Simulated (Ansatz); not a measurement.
System: RbBr.

```
Rb Br
1.0
     4.04888    4.04888    0.00000
    -4.20698    4.20698    0.00000
     0.00000    0.00000    4.12793
Rb Br
2 2
Direct
  0.00000 0.00000 0.00000
  0.50000 0.50000 0.00000
  0.00000 0.50000 0.50000
  0.50000 0.00000 0.50000
```

Space group Cmmm; started from the CsCl prototype, which need not be the ambient phase; changed on purpose from its base cell (shear xy strain -3.8%).

The calculation used DFT, r2SCAN, plane waves, PAW (Ansatz).

### What will maps of the valence pseudo-density and electron localisation function show?

Rb–Br (3.53 Å): ρ is about 0.07 e/Å³ halfway; the ELF is about 0.05 at the midpoint; a closed-shell, largely ionic contact.

### Does the calculation give a band gap?

It is gapped, with a Kohn–Sham gap of 4.8 eV on the k-point mesh (the band edges may lie off the mesh, which would make the gap smaller).

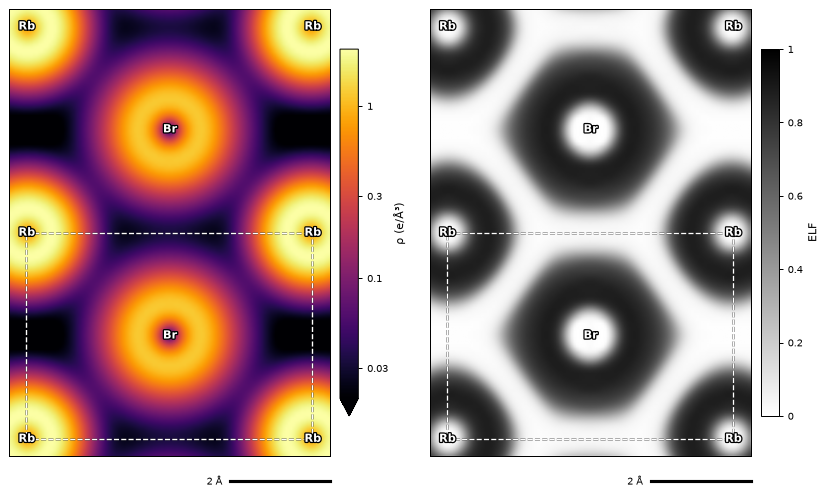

Computed valence pseudo-density and electron localisation function on the (010) plane of the conventional cell, in this order. 

Core electrons are frozen (PAW), and the valence fields are smoothed inside the atomic spheres.
